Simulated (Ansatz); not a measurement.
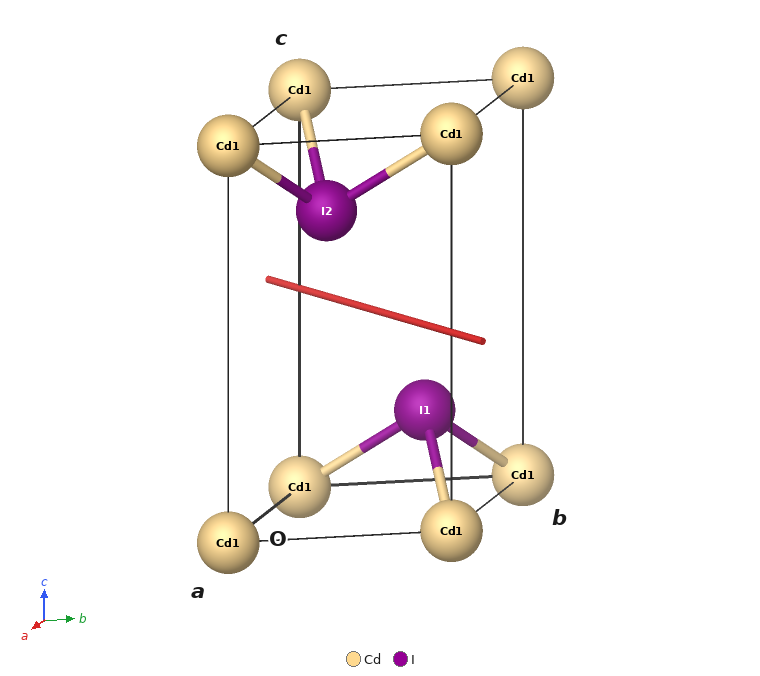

The coloured rod is the axis of a symmetry operation of the crystal. Crystal: CdI₂, the geometry relaxed with DFT PBE, scalar-relativistic, plane waves, PAW (Ansatz 0.2.0). The drawing is computed from the coordinates (standard cell, symmetry found to 0.002 Å).

a = 4.330 Å, b = 4.330 Å, c = 7.801 Å, α = 90.00°, β = 90.00°, γ = 120.00°.

```tsv
atom	x	y	z
Cd1	0.0000	0.0000	0.0000
I1	0.3333	0.6667	0.2203
I2	0.6667	0.3333	0.7797
```

Take the operation x, y, z → y, x, −z+1.

Question: What kind of operation is it, and where does it lie?

Answer: It is a 2-fold rotation, about the line along [1 1 0] through (1/2, 1/2, 1/2).

Question: Onto which atom does it carry each atom (up to whole multiples of a, b and c)?

Answer: Cd1 → Cd1, I1 → I2, I2 → I1.
